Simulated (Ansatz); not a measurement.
**B$_{3}$As$_{5}$: density, localisation and related maps**

Input file:

```
crystal:
  lattice:
    - [1.7391215081, 1.0040822708, 12.1772280713]
    - [-1.7391215081, 1.0040822708, 12.1772280713]
    - [0.0, -2.0081645417, 12.1772280713]
  atoms:
    - { symbol: B, position: [0.3422623343, 0.3422623343, 0.3422623343] }
    - { symbol: B, position: [0.7514380734, 0.7514380734, 0.7514380734] }
    - { symbol: B, position: [0.1604351981, 0.1604351981, 0.1604351981] }
    - { symbol: As, position: [0.3995011157, 0.3995011157, 0.3995011157] }
    - { symbol: As, position: [0.9899672123, 0.9899672123, 0.9899672123] }
    - { symbol: As, position: [0.2180179515, 0.2180179515, 0.2180179515] }
    - { symbol: As, position: [0.8087033439, 0.8087033439, 0.8087033439] }
    - { symbol: As, position: [0.5901747707, 0.5901747707, 0.5901747707] }
basis:
  ecutwfc: 420
kpoints:
  mp_grid: { grid: [12, 12, 12] }
  band_path:
    path:
      - [[0.0, 0.0, 0.0], [-0.5, -0.5, -0.5], [-0.5, -0.1711993, -0.8288007]]
      - [[-0.1711993, 0.1711993, -0.5], [0.0, 0.0, -0.5], [0.0, 0.0, 0.0], [0.0, 0.33559965, -0.33559965]]
      - [[-0.33559965, 0.0, -0.66440035], [-0.5, 0.0, -0.5], [0.0, 0.0, 0.0]]
    npoints: 14
hamiltonian:
  xc: pbe
scf:
  occupations: { method: gaussian, width: 0.1 }
  n_extra_bands: 20
output:
  forces: true
  stress: true
  eigenvalues: true
  populations: true
  dos: { projected: true, de: 0.02, nscf_kmesh: { grid: [15, 15, 15] } }
  bader: true
  write_density: true
  write_potential: true
  elf: true
  volumetric_format: npy
```

Command:

```sh
ansatz run input.yaml --threads 1 --pin off --max-ram 2560MiB --backend cpu --events-out ev --progress --plain --runs-dir out
```

Below, planes, directions and counts refer to the conventional cell (a = 3.48 Å, b = 3.48 Å, c = 36.53 Å, α = 90.00°, β = 90.00°, γ = 120.00°).

Space group R3m; a generated structure, not necessarily the stable one.

Theory: Ansatz, DFT PBE, scalar-relativistic, plane waves, PAW.

In a PAW calculation such maps are meaningful between the atoms, not at the nuclei.

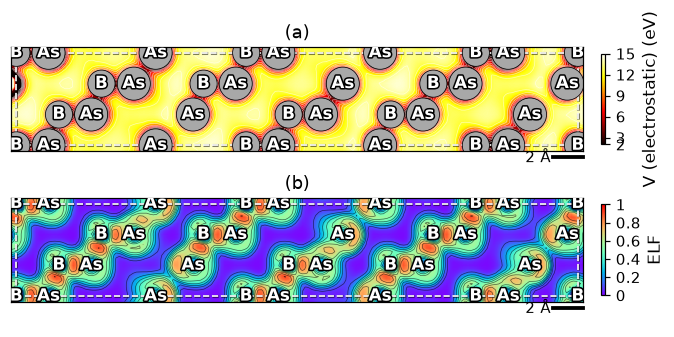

Figure 1. (a) electrostatic potential (local pseudopotential plus Hartree) felt by an electron; (b) electron localisation function on the (110) plane of the conventional cell. Grey discs cover the atomic cores in the potential map.

**Read the bonding off the picture.**

Atoms in the plane: B and As. B–As (2.09 Å): the ELF peaks at about 0.90 between the atoms. As–As (2.46 Å): the ELF peaks at about 0.75 between the atoms. The ELF also peaks beside As, away from the bonds: lone-pair regions. Outside the cores the potential energy rises away from the atoms and is highest about 2.0 Å from the nearest atoms; its zero is arbitrary.

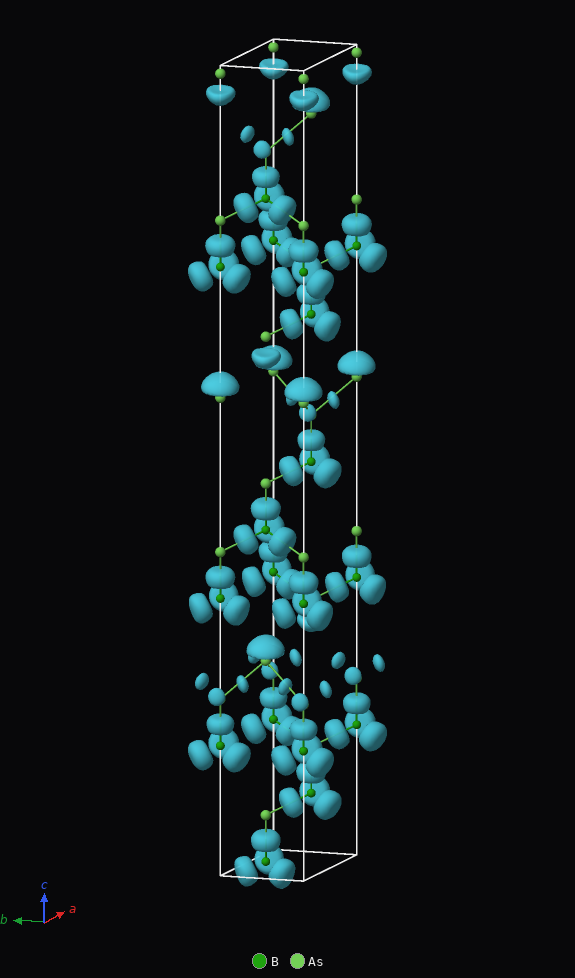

Figure 2. Isosurface of the ELF at 0.7 (cyan), seen at an oblique angle. Core shells and regions of very low density are left out. Sticks mark near contacts.

**Describe the localisation domains.**

At this value the surface marks out nine regions between bonded As–As atoms, 36 regions between bonded As–B atoms and six lobes on As, pointing away from the bonds (lone pairs), counted in one cell of 24 atoms. Regions shared between cells count once.

**Which way does charge flow, and how much by Bader's partition?**

Electrons move from B towards As. Bader charges: B +0.11 and As −0.20 to +0.22 e.

**Does the calculation make it a metal, or give it a gap?**

It is gapless in this calculation (a metal or semimetal).
